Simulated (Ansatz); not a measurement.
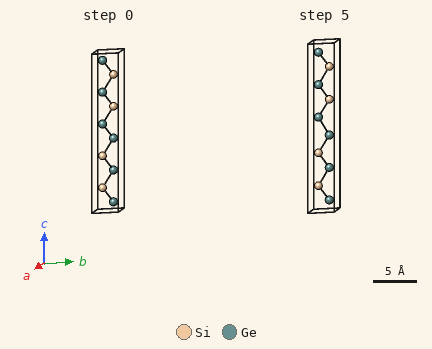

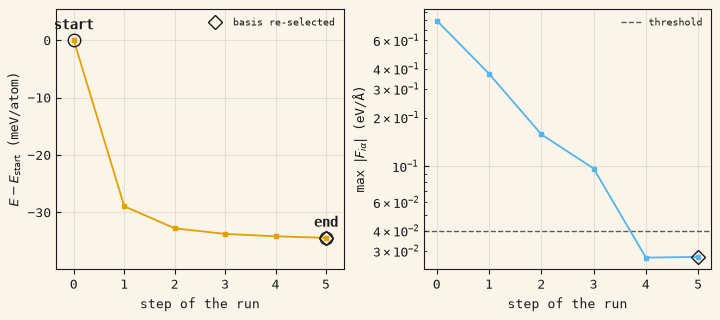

First and last geometry of a relaxation of a crystal of Si$_{2}$Ge$_{3}$ (a generated structure, set up in P6_3/mmc) (coarse preliminary run), with the history of the run. Style: ball-and-stick. Shown: the cell of the calculation, slightly off an axis.

All numbers below come from DFT PBE, scalar-relativistic, plane waves, PAW (Ansatz). Set-up: plane-wave cutoff 420 eV; k-point mesh 6 × 6 × 1; occupations gaussian; smearing width 0.1 eV; no spin polarisation; cell and atoms relaxed; force threshold 0.04 eV/Å; at most 70 steps.

Did the run converge, and what did it change?

Answer. It converged. The largest moves relative to the cell, 0.16 Å, are those of Ge atoms. By element the largest moves are Ge 0.16 Å, Si 0.06 Å. Cell: a = b 3.288 → 3.247 Å (−1.3 %), c 18.845 → 20.022 Å (+6.2 %). Volume +3.6 %. Among the contacts that change: Ge–Ge 2.675 → 2.989 Å, Ge–Si 2.675 → 2.702 Å, Ge–Si 2.675 → 2.666 Å. Among the angles between lasting bonds that change: Ge–Ge–Ge 75.9° → 65.8°, Si–Ge–Ge 89.6° → 96.5°, Si–Ge–Si 89.6° → 92.2°. The space group stays P6_3/mmc (No. 194). After 4 accepted moves (5 points after the start) the energy has fallen by 34.4 meV per atom. Largest force component: 0.79 eV/Å at the start, 0.028 eV/Å at the end. The pressure goes from 2.81 to 0.02 GPa. The SCF was repeated once at an unchanged geometry on a basis and grid sized afresh for the cell, which shifted the energy by 0.3 meV per atom at most. The run took 29 s on 1 thread of Intel(R) Xeon(R) Processor @ 2.70GHz, on a shared host, peak memory 0.49 GiB.

```json
{"step": "0", "E − E(0), meV/atom": "0.00", "largest force component, eV/Å": "0.7950", "pressure, GPa": "2.81", "volume, Å³/atom": "17.649", "note": ""}
{"step": "1", "E − E(0), meV/atom": "-28.92", "largest force component, eV/Å": "0.3731", "pressure, GPa": "-0.23", "volume, Å³/atom": "18.257", "note": ""}
{"step": "2", "E − E(0), meV/atom": "-32.76", "largest force component, eV/Å": "0.1577", "pressure, GPa": "0.55", "volume, Å³/atom": "18.096", "note": ""}
{"step": "3", "E − E(0), meV/atom": "-33.74", "largest force component, eV/Å": "0.0970", "pressure, GPa": "0.06", "volume, Å³/atom": "18.257", "note": ""}
{"step": "4", "E − E(0), meV/atom": "-34.16", "largest force component, eV/Å": "0.0273", "pressure, GPa": "-0.01", "volume, Å³/atom": "18.276", "note": ""}
{"step": "5", "E − E(0), meV/atom": "-34.43", "largest force component, eV/Å": "0.0276", "pressure, GPa": "0.02", "volume, Å³/atom": "18.276", "note": "same geometry, new basis"}
```
